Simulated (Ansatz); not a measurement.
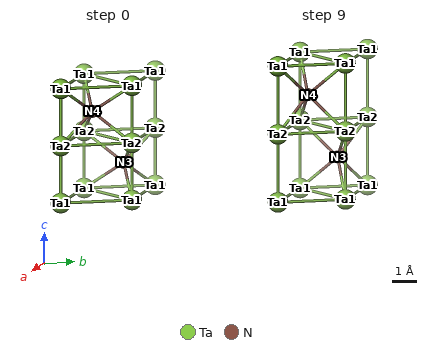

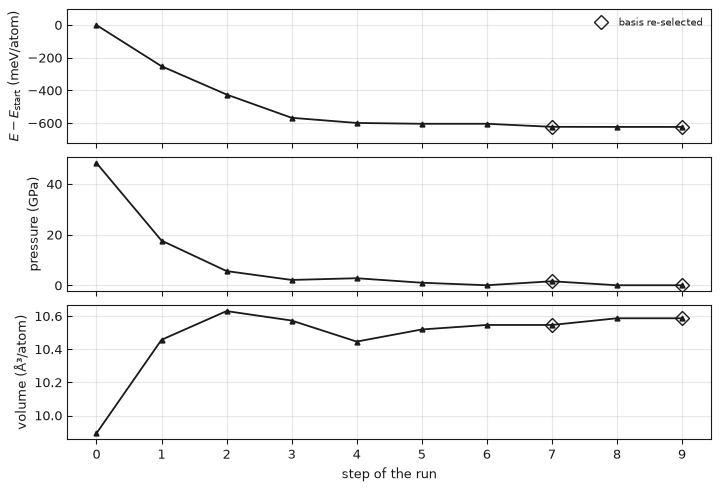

First and last geometry of a relaxation of solid TaN (set up in P6_3/mmc) (coarse preliminary run), with the history of the run. A ball-and-stick model of the cell of the calculation, seen slightly off an axis.

Computed with DFT PBEsol, scalar-relativistic, plane waves, PAW (Ansatz).

Input
```yaml
crystal:
  lattice:
    - [3.0480019786, 0.0, 0.0]
    - [-1.5240009893, 2.6396471442, 0.0]
    - [0.0, 0.0, 4.918]
  atoms:
    - { symbol: Ta, position: [0.0, 0.0, 0.0] }
    - { symbol: Ta, position: [0.0, 0.0, 0.5] }
    - { symbol: "N", position: [0.3333333333, 0.6666666667, 0.25] }
    - { symbol: "N", position: [0.6666666667, 0.3333333333, 0.75] }
basis:
  ecutwfc: 420
kpoints:
  mp_grid: { grid: [6, 6, 4] }
hamiltonian:
  xc: pbesol
scf:
  occupations: { method: gaussian, width: 0.1 }
output:
  forces: true
  stress: true
  eigenvalues: true
relax:
  adjacent_minimum: "off"
  f_tol: 0.05
  max_steps: 80
  cell: { stress_tol: 0.5 }
```

Command:
```bash
ansatz run input.yaml --threads 4 --pin off --max-ram 10240MiB --backend cpu --events-out ev --progress --plain --runs-dir out
```

> What do the curves and the structures tell?

It converged. No atom moves by more than 0.005 Å relative to the cell. The drawn cell changes as follows: a = b 3.048 → 2.890 Å (−5.2 %), c 4.918 → 5.854 Å (+19.0 %); the volume changes by +7.0 %. Among the contacts that change: Ta1–Ta2 2.459 → 2.927 Å, Ta1–Ta1 3.048 → 2.890 Å, Ta1–N3 2.147 → 2.220 Å. Among the angles between lasting bonds that change: Ta1–N4–Ta2 69.9° → 82.5°, Ta1–N4–Ta1 90.5° → 81.3°, Ta1–N4–Ta2 131.6° → 135.8°. The space group stays P6_3/mmc (No. 194). The energy falls by 623 meV per atom in 7 accepted moves (9 points after the start). All forces vanish by symmetry, so only the cell relaxes. Pressure: 48.34 GPa at the start and 0.09 GPa at the end. At 2 points the geometry stayed and the basis and grid were re-selected for the new cell (energy shift of 18.6 meV per atom at most each time). The run took 6.2 s on 4 threads of Intel(R) Xeon(R) Platinum 8375C CPU @ 2.90GHz (Ice Lake), with other jobs on the host, peak memory 0.39 GiB.
